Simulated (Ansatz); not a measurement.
**CdS (P6_3mc): how ε∞ follows the gap**

The empty bands of CdS (P6_3mc) are shifted up rigidly by Δ, and ε∞ along x is computed for each shift. x, y and z are the Cartesian axes of the input cell.

Cell: a, b, c = 4.150, 4.150, 6.737 Å (primitive vectors), 4 atoms.

Method: Ansatz 0.2.0, PBE, independent particles, k-mesh 6×6×4 with interpolation inside its cells, Gaussian parameter 0.1 eV.

Launch of the response step: `ansatz run input.yaml --threads 4 --pin off --max-ram 8192MiB --backend cpu --events-out ev --progress --plain --runs-dir out`. The series took 4.1 min in all, on 4 threads of Arm Neoverse V2 (shared host).

```
Δ (eV)  ε∞ along x
  0.00       6.375
  0.40       5.958
  0.80       5.617
  1.20           ?
  1.60       5.084
  2.00       4.868
```

With one effective transition at E₀ and fixed dipole strength, ε∞ − 1 = A/(E₀ + Δ), so 1/(ε∞ − 1) is linear in Δ.

Working, on the rows shown:

| x = Δ (eV) | y = 1/(ε∞ − 1) |
| --- | --- |
| 0 | 0.186047 |
| 0.4 | 0.201694 |
| 0.8 | 0.216591 |
| 1.6 | 0.244858 |
| 2 | 0.258532 |

Means: x̄ = 0.96, ȳ = 0.22154. Σ(x − x̄)(y − ȳ) = 0.09937, Σ(x − x̄)² = 2.752. Slope = 0.09937 / 2.752 = 0.03611; intercept = ȳ − slope · x̄ = 0.18688. Turned back into ε∞ along x, the line misses the rows shown by at most 0.024.

Problem. Fill in the last column of the withheld row.

Solution. At x = 1.2 the line gives y = 0.23021, that is 5.344. The run gave 5.330, so the interpolation is off by 0.014, 0.9 % of the range in the table.

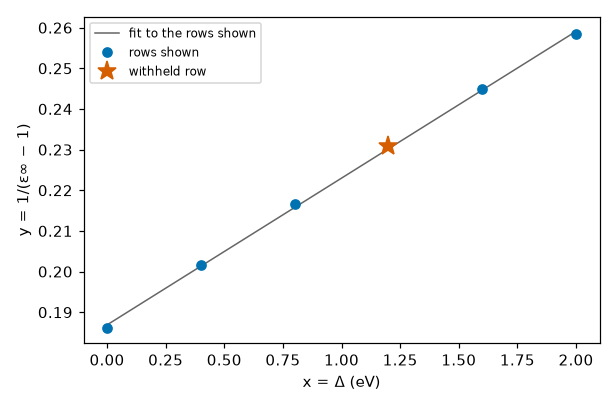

Refitted with all rows, the slope is 0.03616 and the intercept 0.18695. These give E₀ = intercept/slope = 5.2 eV, far above the least direct gap of 1.20 eV: most of the screening comes from transitions well over the edge. Over the first step ε∞ falls by 16 % per eV. The cell comes from an older database entry, whose edges can be off by a per cent or so. Excitons are left out and so are local fields; PBE gaps are as a rule too small. Spin-orbit coupling is left out.

[Logs are printed without paths, hosts, clocks, repeated set-up lines and the standing remarks that a program may print on its own settings, such as how far it seeks lower states.]
